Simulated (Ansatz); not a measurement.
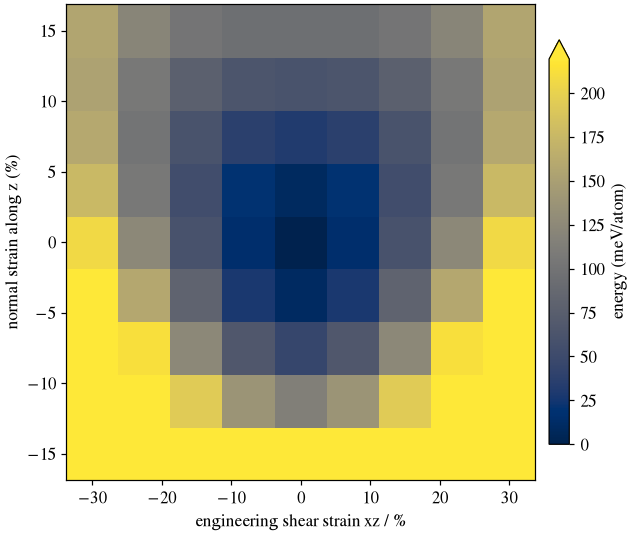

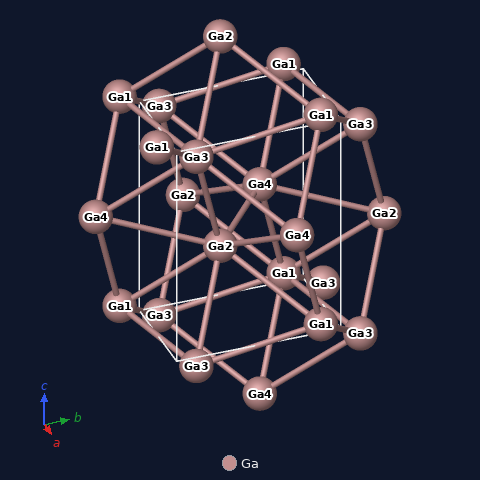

Energy landscape of Ga (Cmce, No. 64; 4 atoms in the cell). The energy is mapped over two homogeneous strains (x along [1 0 0], y along [0 1 0], z along [0 0 1] of the conventional cell). The first coordinate is: engineering shear strain xz; the second: normal strain along z. Nothing is relaxed (fractional coordinates fixed). The scan uses a 9 × 9 grid; 45 points were computed and 36 follow by symmetry. Points are written as (first, second). Energies are in meV/atom, from the lowest grid point. Computed with Ansatz 0.2.0, DFT LDA, scalar-relativistic, plane waves, PAW. Settings: cutoff 420 eV, k-mesh 10×10×10, gaussian smearing 0.15 eV, no spin polarisation.

In the figure: one coloured cell a grid point, one colour for all values above the top of the scale. The second picture is the structure at the lowest point

Question: What does the map say about the system?

Answer: The lowest grid point is at (0.0 %, 0.00 %). It is the only kind of minimum in the scanned range. The highest grid point, (−30.0 %, −15.00 %), lies 534 meV/atom above the lowest. Round the minimum the two coordinates are nearly uncoupled.

Grid values (meV/atom):

```tsv
normal strain along z ↓, engineering shear strain xz →	−30.0	−22.5	−15.0	−7.5	0.0	7.5	15.0	22.5	30.0
15.00	156	120	102	95	94	95	102	120	156
11.25	153	106	77	63	60	63	77	106	153
7.50	159	101	60	37	31	37	60	101	159
3.75	176	106	53	20	9	20	53	106	176
0.00	207	124	59	15	0	15	59	124	207
−3.75	256	158	81	28	10	28	81	158	256
−7.50	323	212	124	66	45	66	124	212	323
−11.25	413	287	194	137	114	137	194	287	413
−15.00	534	394	299	245	226	245	299	394	534
```

The whole map (45 points run) took 13 min on 4 threads of Arm Neoverse N1 (shared host).
